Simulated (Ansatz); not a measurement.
**MnAs: density, localisation and related maps**

The calculation's input:

```
crystal:
  lattice:
    - [5.7366087355, 0.0, 0.0]
    - [0.0, 3.5331593442, 0.0]
    - [0.0, 0.0, 6.2299570806]
  atoms:
    - { symbol: Mn, position: [0.99671, 0.75, 0.810202], spin: 3.5 }
    - { symbol: Mn, position: [0.00329, 0.25, 0.189798], spin: 3.5 }
    - { symbol: Mn, position: [0.49671, 0.75, 0.689798], spin: 3.5 }
    - { symbol: Mn, position: [0.50329, 0.25, 0.310202], spin: 3.5 }
    - { symbol: As, position: [0.803526, 0.75, 0.418831] }
    - { symbol: As, position: [0.196474, 0.25, 0.581169] }
    - { symbol: As, position: [0.303526, 0.75, 0.081169] }
    - { symbol: As, position: [0.696474, 0.25, 0.918831] }
magnetization:
  spin_polarized: true
scf:
  occupations: { method: gaussian, width: 0.05 }
output:
  forces: true
  stress: true
  populations: true
  write_density: true
  write_potential: true
  elf: true
  volumetric_format: npy
hamiltonian:
  xc: pbesol
relax:
  f_tol: 0.01
  cell: { stress_tol: 0.05 }
kpoints:
  mp_grid: { grid: [8, 12, 7] }
```

Command:

```sh
ansatz run input.yaml --threads 4 --pin off --max-ram 12288MiB --backend cpu --events-out ev --progress --plain --runs-dir out
```

Below, planes, directions and counts refer to the conventional cell (a = 5.39 Å, b = 3.36 Å, c = 5.96 Å, α = 90.00°, β = 90.00°, γ = 90.00°).

The fields are those of the relaxed geometry.

Space group Pnma; a structure from a database of computed crystals, not necessarily the ambient phase; spin-polarised.

Level of theory: DFT PBEsol, scalar-relativistic, plane waves, PAW in Ansatz 0.2.0.

In a PAW calculation such maps are meaningful between the atoms, not at the nuclei.

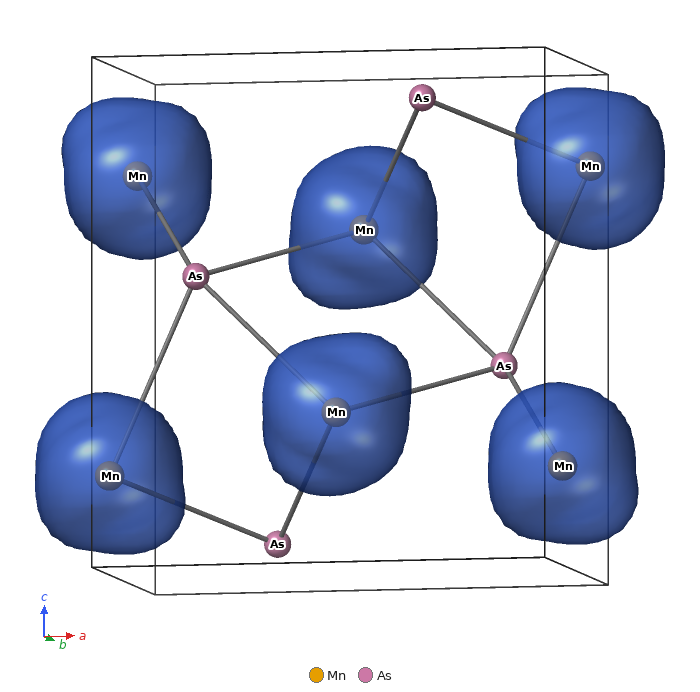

Figure 1. Isosurface of the spin density (up minus down) at +0.08 e/Å³ (blue), seen at an oblique angle. Sticks mark near contacts.

> Describe the spin distribution.

The spin density sits on Mn: +1.6 μB (×4) in one cell of 8 atoms, with smaller moments on As (up to −0.08 μB): parallel main moments (a ferromagnetic arrangement) in this solution. The cell of the calculation (8 atoms) carries 6.3 μB of net spin moment.

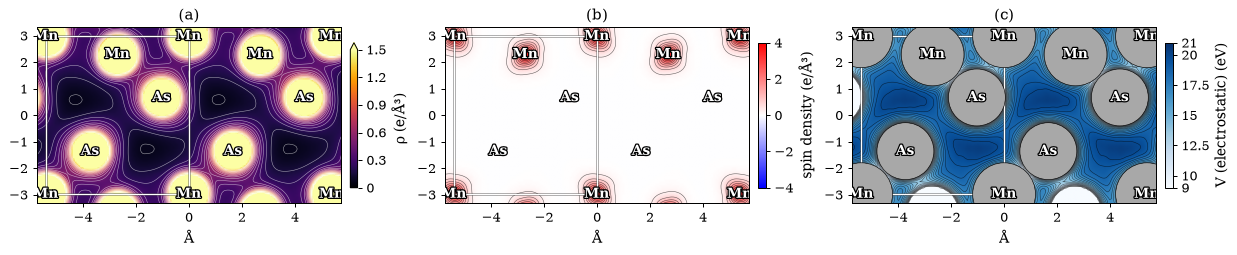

Figure 2. (a) valence charge density (pseudo); (b) spin density (up minus down); (c) electrostatic potential (local pseudopotential plus Hartree) felt by an electron on the (010) plane of the conventional cell. Grey discs cover the atomic cores in the potential map.

> Read the bonding off the picture.

- The section cuts through Mn and As sites.
- Mn–As (2.33 Å): ρ at the midpoint is about 0.53 e/Å³.
- Mn–As (2.53 Å): the density is about 0.41 e/Å³ at the midpoint.
- Between the atoms the lowest density in this plane is 0.07 e/Å³.
- Outside the cores the potential energy rises away from the atoms and is highest about 1.9 Å from the nearest atoms; its zero is arbitrary.

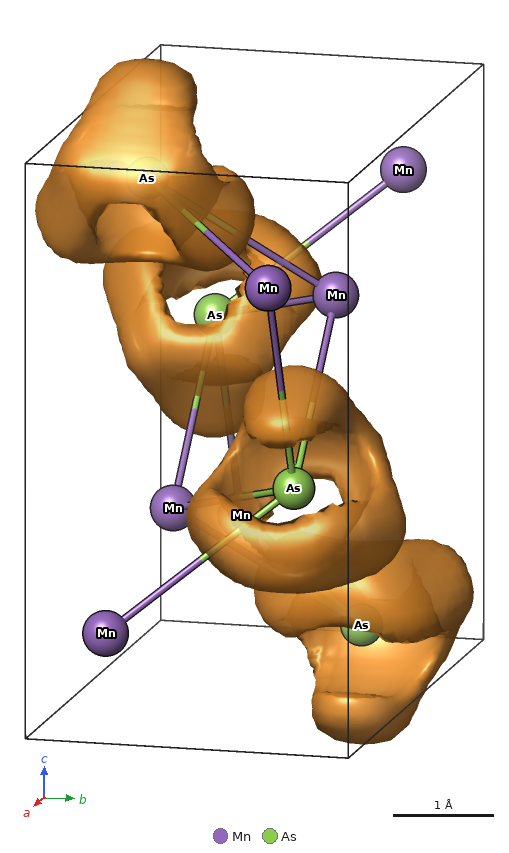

Figure 3. Isosurface of the electron localisation function at 0.6 (orange), seen slightly off an axis. Core shells and regions of very low density are left out. Sticks mark near contacts.

> Describe the localisation domains.

At this value the surface marks out four regions wrapped around As (the valence shell of each), counted in one cell of 8 atoms. Regions shared between cells count once. Along the contacts the grid gives the following. Mn–As (2.33 Å): the ELF is about 0.40 at the midpoint. Mn–As (2.41 Å): the ELF is about 0.50 at the midpoint.

> Does the calculation make it a metal, or give it a gap?

It is gapless in this calculation (a metal or semimetal).
